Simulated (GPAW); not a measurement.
**A GW chain in GPAW: SiC (P6_3mc)**

How does a plane-wave GW calculation on SiC (P6_3mc) run from the first input to the gap?

Main program and level: GPAW 26.7.0; PBE and many-body steps on it, plane waves.

**The experiments to reproduce.**

- Gap 3.02 eV: band gap at cryogenic temperature; bulk crystal (literature value) (quoted in “Silicon carbide diodes for neutron detection”, 2020, arxiv:2009.14696).

- Gap 3 eV: optical absorption onset, approximate; UV-Vis-NIR transmission; bulk crystal (400 micron semi-insulating 6H-SiC wafer) (“Effects of energetic ion irradiation on WSe2/SiC heterostructures”, 2017, pmc:5482891).

- Gap 3.03 eV: indirect gap, experimental literature value; quoted from earlier experiment; bulk crystal (quoted in “Charge spill-out and work function of few-layer graphene on SiC(0001)”, 2018, arxiv:1806.04908).

Most raw output is cut from this account.

### 1. Set-up

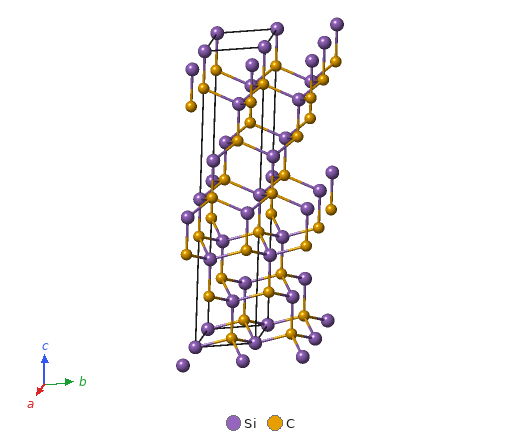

The starting structure, seen slightly off an axis (silicon purple, carbon orange). 2×2×1 cells are drawn. Bonds to atoms that aren't drawn are left out. Some periodic images of atoms are drawn too.

The cell and positions come from the Crystallography Open Database and are kept as given unless a step says otherwise.

### 2. Ground state

This step: GPAW 26.7.0; DFT, PBE, plane waves, PAW.

The ground-state density comes first.

run.py reads:

```python
import json
import numpy as np
from gpaw.mpi import world
from ase import Atoms
from gpaw import GPAW, PW, FermiDirac

atoms = Atoms(['Si', 'Si', 'Si', 'Si', 'Si', 'Si', 'C', 'C', 'C', 'C', 'C', 'C'],
    cell=[[3.0810000000, 0.0000000000, 0.0000000000],
      [-1.5405000000, 2.6682242691, 0.0000000000],
      [0.0000000000, 0.0000000000, 15.1248000000]],
    scaled_positions=[[0.0000000000, 0.0000000000, 0.0000000000],
      [0.0000000000, 0.0000000000, 0.5000000000],
      [0.3333333333, 0.6666666667, 0.1664000000],
      [0.6666666667, 0.3333333333, 0.6664000000],
      [0.6666666667, 0.3333333333, 0.3329000000],
      [0.3333333333, 0.6666666667, 0.8329000000],
      [0.3333333333, 0.6666666667, 0.0412000000],
      [0.6666666667, 0.3333333333, 0.5412000000],
      [0.6666666667, 0.3333333333, 0.2080000000],
      [0.3333333333, 0.6666666667, 0.7080000000],
      [0.0000000000, 0.0000000000, 0.3746000000],
      [0.0000000000, 0.0000000000, 0.8746000000]],
    pbc=(True, True, True))
calc = GPAW(mode=PW(600),
    xc='PBE',
    kpts={'size': (9, 9, 2), 'gamma': True},
    occupations=FermiDirac(0.001),
    nbands=-12,
    convergence={'density': 1e-6, 'bands': -3},
    maxiter=100,
    txt='gs.txt')
atoms.calc = calc
res = {'energy': atoms.get_potential_energy()}
kpts = calc.get_ibz_k_points()
res['kpts'] = kpts
res['eigenvalues'] = [calc.get_eigenvalues(kpt=k) for k in range(len(kpts))]
res['n_electrons'] = calc.get_number_of_electrons()
calc.write('gs.gpw')

if world.rank == 0:
    with open('result.json', 'w') as f:
        json.dump(res, f, default=lambda x: x.tolist())
```

On the command line:

```
mpirun -n 8 gpaw python run.py
```

It took 76 s on 8 MPI ranks of Arm Neoverse V1, shared host; peak memory 1.8 GiB; 8.9 min of CPU time.

This step gave:

- total energy: -89.8409 eV
- gap: 2.094 eV
- k of the valence top: 0, 0, 0
- k of the conduction bottom: 0.4444, 0, 0
- least direct gap: 3.167 eV

The gap is indirect, with the least direct gap 1.07 eV higher.

### 3. Bands along the symmetry lines

The cheap functional maps the bands first; the places of the edges decide which points the dearer methods must see.

run.py reads:

```python
import json
import numpy as np
from gpaw.mpi import world
from gpaw import GPAW

path = [[0.000000, 0.000000, 0.000000],
    [0.062500, 0.000000, 0.000000],
    [0.125000, 0.000000, 0.000000],
    [0.187500, 0.000000, 0.000000],
    [0.250000, 0.000000, 0.000000],
    [0.312500, 0.000000, 0.000000],
    [0.375000, 0.000000, 0.000000],
    [0.437500, 0.000000, 0.000000],
    [0.500000, 0.000000, 0.000000],
    [0.479167, 0.041667, 0.000000],
    [0.458333, 0.083333, 0.000000],
    [0.437500, 0.125000, 0.000000],
    [0.416667, 0.166667, 0.000000],
    [0.395833, 0.208333, 0.000000],
    [0.375000, 0.250000, 0.000000],
    [0.354167, 0.291667, 0.000000],
    [0.333333, 0.333333, 0.000000],
    [0.291667, 0.291667, 0.000000],
    [0.250000, 0.250000, 0.000000],
    [0.208333, 0.208333, 0.000000],
    [0.166667, 0.166667, 0.000000],
    [0.125000, 0.125000, 0.000000],
    [0.083333, 0.083333, 0.000000],
    [0.041667, 0.041667, 0.000000],
    [0.000000, 0.000000, 0.000000],
    [0.000000, 0.000000, 0.062500],
    [0.000000, 0.000000, 0.125000],
    [0.000000, 0.000000, 0.187500],
    [0.000000, 0.000000, 0.250000],
    [0.000000, 0.000000, 0.312500],
    [0.000000, 0.000000, 0.375000],
    [0.000000, 0.000000, 0.437500],
    [0.000000, 0.000000, 0.500000],
    [0.062500, 0.000000, 0.500000],
    [0.125000, 0.000000, 0.500000],
    [0.187500, 0.000000, 0.500000],
    [0.250000, 0.000000, 0.500000],
    [0.312500, 0.000000, 0.500000],
    [0.375000, 0.000000, 0.500000],
    [0.437500, 0.000000, 0.500000],
    [0.500000, 0.000000, 0.500000],
    [0.479167, 0.041667, 0.500000],
    [0.458333, 0.083333, 0.500000],
    [0.437500, 0.125000, 0.500000],
    [0.416667, 0.166667, 0.500000],
    [0.395833, 0.208333, 0.500000],
    [0.375000, 0.250000, 0.500000],
    [0.354167, 0.291667, 0.500000],
    [0.333333, 0.333333, 0.500000],
    [0.291667, 0.291667, 0.500000],
    [0.250000, 0.250000, 0.500000],
    [0.208333, 0.208333, 0.500000],
    [0.166667, 0.166667, 0.500000],
    [0.125000, 0.125000, 0.500000],
    [0.083333, 0.083333, 0.500000],
    [0.041667, 0.041667, 0.500000],
    [0.000000, 0.000000, 0.500000],
    [0.500000, 0.000000, 0.500000],
    [0.500000, 0.000000, 0.437500],
    [0.500000, 0.000000, 0.375000],
    [0.500000, 0.000000, 0.312500],
    [0.500000, 0.000000, 0.250000],
    [0.500000, 0.000000, 0.187500],
    [0.500000, 0.000000, 0.125000],
    [0.500000, 0.000000, 0.062500],
    [0.500000, 0.000000, 0.000000],
    [0.333333, 0.333333, 0.500000],
    [0.333333, 0.333333, 0.437500],
    [0.333333, 0.333333, 0.375000],
    [0.333333, 0.333333, 0.312500],
    [0.333333, 0.333333, 0.250000],
    [0.333333, 0.333333, 0.187500],
    [0.333333, 0.333333, 0.125000],
    [0.333333, 0.333333, 0.062500],
    [0.333333, 0.333333, 0.000000]]
calc = GPAW('gs.gpw').fixed_density(kpts=path,
    symmetry='off',
    nbands=34,
    convergence={'bands': 30},
    txt='bands.txt')
res = {}
kpts = calc.get_ibz_k_points()
res['kpts'] = kpts
res['eigenvalues'] = [calc.get_eigenvalues(kpt=k) for k in range(len(kpts))]
res['n_electrons'] = calc.get_number_of_electrons()

if world.rank == 0:
    with open('result.json', 'w') as f:
        json.dump(res, f, default=lambda x: x.tolist())
```

On the command line:

```
mpirun -n 8 gpaw python run.py
```

Run time: 97 s. Hardware: 8 MPI ranks; peak memory 2.1 GiB.

This step gave:

| Item | Value |
| --- | --- |
| gap | 2.004 eV |
| k of the valence top | 0, 0, 0 |
| k of the conduction bottom | 0.5, 0, 0.1875 |
| least direct gap | 3.114 eV |

The gap is 2.004 eV, −0.090 eV from the run before at this level.

The electronic bands at the labelled points (eV, zero at the top of the highest filled band):

| point | band 21 | band 22 | band 23 | band 24 | band 25 | band 26 | band 27 | band 28 |
| --- | --- | --- | --- | --- | --- | --- | --- | --- |
| Γ | -0.29 | -0.04 | 0.00 | 0.00 | 5.17 | 5.34 | 5.74 | 6.26 |
| M | -1.84 | -1.76 | -1.66 | -1.11 | 2.01 | 2.20 | 3.22 | 3.89 |
| K | -3.14 | -2.21 | -2.08 | -2.08 | 3.48 | 3.48 | 3.74 | 5.04 |
| Γ | -0.29 | -0.04 | 0.00 | 0.00 | 5.17 | 5.34 | 5.74 | 6.26 |
| A | -0.10 | -0.10 | -0.10 | -0.10 | 5.24 | 5.24 | 5.98 | 5.98 |
| L | -1.72 | -1.72 | -1.31 | -1.31 | 2.05 | 2.05 | 3.44 | 3.44 |
| H | -2.63 | -2.63 | -2.27 | -2.27 | 3.67 | 3.67 | 4.31 | 4.31 |
| A | -0.10 | -0.10 | -0.10 | -0.10 | 5.24 | 5.24 | 5.98 | 5.98 |
| jump to L | -1.72 | -1.72 | -1.31 | -1.31 | 2.05 | 2.05 | 3.44 | 3.44 |
| M | -1.84 | -1.76 | -1.66 | -1.11 | 2.01 | 2.20 | 3.22 | 3.89 |
| jump to H | -2.63 | -2.63 | -2.27 | -2.27 | 3.67 | 3.67 | 4.31 | 4.31 |
| K | -3.14 | -2.21 | -2.08 | -2.08 | 3.48 | 3.48 | 3.74 | 5.04 |

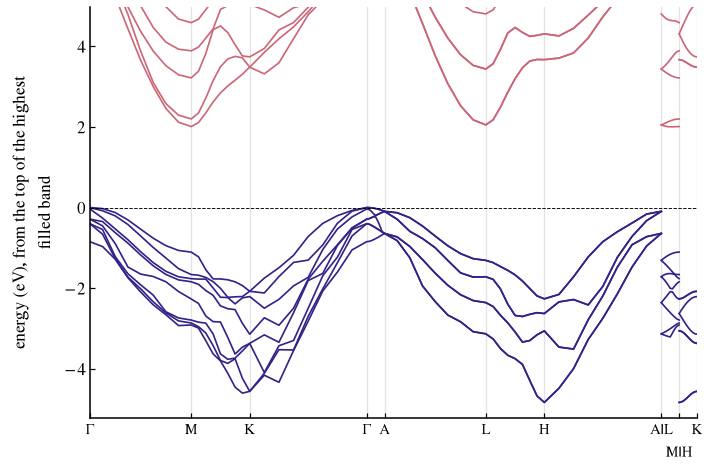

Electronic bands along the path; lines of filled and empty bands in two colours.

### 4. Empty states on the mesh, 6×6×2 mesh, 175 bands

The sums over transitions need many empty states on a uniform mesh; this step solves for them.

run.py reads:

```python
import json
import numpy as np
from gpaw.mpi import world
from gpaw import GPAW

calc = GPAW('gs.gpw').fixed_density(kpts={'size': (6, 6, 2), 'gamma': True},
    nbands=204,
    convergence={'bands': 175},
    update_fermi_level=True,
    txt='nscf.txt')
calc.write('full.gpw', mode='all')
res = {}
kpts = calc.get_ibz_k_points()
res['kpts'] = kpts
res['eigenvalues'] = [calc.get_eigenvalues(kpt=k) for k in range(len(kpts))]
res['n_electrons'] = calc.get_number_of_electrons()

if world.rank == 0:
    with open('result.json', 'w') as f:
        json.dump(res, f, default=lambda x: x.tolist())
```

On the command line:

```
mpirun -n 8 gpaw python run.py
```

Wall time 1.8 min (8 MPI ranks); peak memory 2.2 GiB.

This step gave:

```yaml
gap: 2.008 eV
k_of_the_valence_top: 0, 0, 0
k_of_the_conduction_bottom: 0.5, 0.5, 0
least_direct_gap: 3.114 eV
k_points_computed: 14
lowest_point_of_the_top_converged_band_above_the_valence_top: 54.5274 eV
```

On this mesh the gap is 2.008 eV.

### 5. Screening and self-energy, 6×6×2 mesh, 165 bands, screening to 70 eV

Now the one-shot GW correction: screening in the RPA, then the self-energy of the levels asked for.

This step: G0W0 on PBE, plane waves, PAW.

run.py reads:

```python
import json
import numpy as np
from gpaw.mpi import world
from gpaw.response.g0w0 import G0W0

gw = G0W0('full.gpw',
    filename='gw',
    kpts=[0, 12],
    bands=(22, 26),
    ecut=70,
    nbands=165,
    integrate_gamma='WS',
    ppa=True)
gw.calculate()
res = {mode: {k: v for k, v in r.items() if k != 'sigma_eskwn'}
       for mode, r in gw.all_results.items()}

if world.rank == 0:
    with open('result.json', 'w') as f:
        json.dump(res, f, default=lambda x: x.tolist())
```

On the command line:

```
mpirun -n 8 gpaw python run.py
```

Elapsed: 5.6 min, on 8 MPI ranks; peak memory 3.4 GiB.

This step gave:

- G0W0 gap on the points computed: 2.562 eV
- least direct G0W0 gap on the computed points: 3.815 eV
- Z at the valence top: 0.8028
- Z at the conduction bottom: 0.8240
- starting gap on the mesh: 2.008 eV
- k of the valence top: 0, 0, 0
- k of the conduction bottom: 0.5, 0.5, 0

The gap on the mesh goes from 2.01 eV to 2.56 eV, a correction of +0.55 eV. The start differs from the 2.09 eV found before because the two sample other k points.

Limits: finite bands, cutoff and mesh. v1 is the top filled band, c1 the lowest empty one. The levels before and after the correction (eV, zero at the valence-band top of each column):

|  | conduction bottom | valence top |
| --- | --- | --- |
| Kohn-Sham | 2.01 | 0.00 |
| G0W0 | 2.56 | 0.00 |

|  | level | energy (eV) |
| --- | --- | --- |
| Kohn-Sham | Γ v2-v1 | 0.000 |
| Kohn-Sham | Γ c1 | 5.169 |
| Kohn-Sham | Γ c2 | 5.343 |
| Kohn-Sham | (0.5 0.5 0) v2 | -1.663 |
| Kohn-Sham | (0.5 0.5 0) v1 | -1.106 |
| Kohn-Sham | (0.5 0.5 0) c1 | 2.008 |
| Kohn-Sham | (0.5 0.5 0) c2 | 2.198 |
| G0W0 | Γ v2-v1 | 0.000 |
| G0W0 | Γ c1 | 6.087 |
| G0W0 | Γ c2 | 6.263 |
| G0W0 | (0.5 0.5 0) v2 | -1.879 |
| G0W0 | (0.5 0.5 0) v1 | -1.253 |
| G0W0 | (0.5 0.5 0) c1 | 2.562 |
| G0W0 | (0.5 0.5 0) c2 | 2.763 |

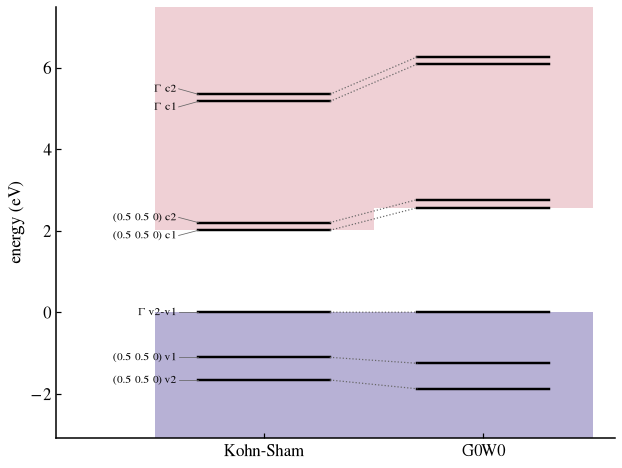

Levels before and after the correction. Shaded: valence and conduction bands.

### 6. Where the time went

Times are wall times on 8 MPI ranks of Arm Neoverse V1, shared host, good to a factor of about two.

| step | time | share | memory (GiB) |
| --- | --- | --- | --- |
| ground state | 76 s | 12 % | 1.8 |
| bands along the symmetry lines | 97 s | 16 % | 2.1 |
| empty states on the mesh | 1.8 min | 17 % | 2.2 |
| screening and self-energy | 5.6 min | 55 % | 3.4 |

### 7. Results

```
PBE gap              : 2.00 eV, indirect
G0W0 gap on the mesh : 2.56 eV
GW settings          : 6×6×2 mesh, 165 bands, screening to 70 eV, Godby-Needs plasmon pole
known limits         : not at the basis limit
```

What this shows: G0W0 moves the gap on the mesh from 2.01 eV to 2.56 eV (+0.55 eV), with Z of 0.80 and 0.82 at the edges. Only 2 of the mesh's irreducible points were corrected, so a valley elsewhere could overtake. The dearest step here is «screening and self-energy». Against experiment, by G0W0@PBE: the gap of 2.56 eV lies −0.46 eV from the measured 3.02 eV (kind not stated, quoted 2020); the gap of 2.56 eV lies −0.44 eV from the measured 3 eV (optical, 2017); the gap of 2.56 eV lies −0.47 eV from the measured 3.03 eV (indirect, quoted 2018). An exciton line or allowed optical edge lies below the quasiparticle gap by the binding energy; a forbidden edge can push the onset above it. The calculation has static nuclei and no excitons; a measured gap holds zero-point and thermal motion, which mostly lowers it. Bands and cutoff are finite, so the gap is not at the basis limit. The miss can reach some tenths of an eV and take either sign; the mesh is an error of its own. These stock PAW sets were not made for GW. In the G0W0 run levels were corrected at 2 k points alone, so a gap called «on the mesh» is the least over those, and an edge elsewhere would be missed.

[Paths, hosts, dates, memory and timing lines, banners, echoed tables and standing remarks are left out of the program output.]

[Logs are printed without paths, hosts, clocks, repeated set-up lines and the standing remarks that a program may print on its own settings, such as how far it seeks lower states.]

[Runs of the session that timed out or met a known fault of the program may be left out.]

[Hosts, paths, dates, database ids (printed as entryN), source tags and the programs' standing remarks are cut or masked in the printed files.]
